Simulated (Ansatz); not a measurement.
Sr

```
Sr
1.0
     3.21171    0.00000   -3.21171
    -3.21171    3.21171    0.00000
     5.45991    5.45991    5.45991
Sr
3
Direct
  0.00000 0.00000 0.00000
  0.66667 0.33333 0.33333
  0.33333 0.66667 0.66667
```

Space group R-3m.

All numbers below come from DFT PBEsol, scalar-relativistic, plane waves, PAW (Ansatz).

Predict the valence pseudo-density and electron localisation function between the atoms.

Sr–Sr (4.10 Å): ρ is about 0.04 e/Å³ halfway; the ELF is about 0.20 at the midpoint (no localised pair shows between them).
Sr–Sr (4.54 Å): ρ at the midpoint is about 0.04 e/Å³; the ELF is about 0.40 at the midpoint; no localised pair shows between them.

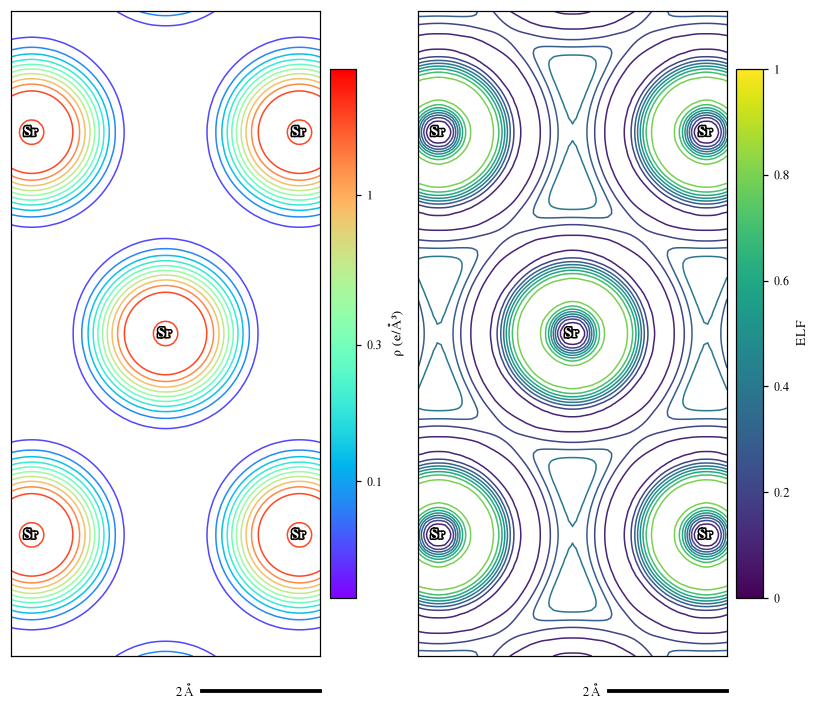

Computed valence pseudo-density and electron localisation function on the (101) plane of the conventional cell, in this order. 
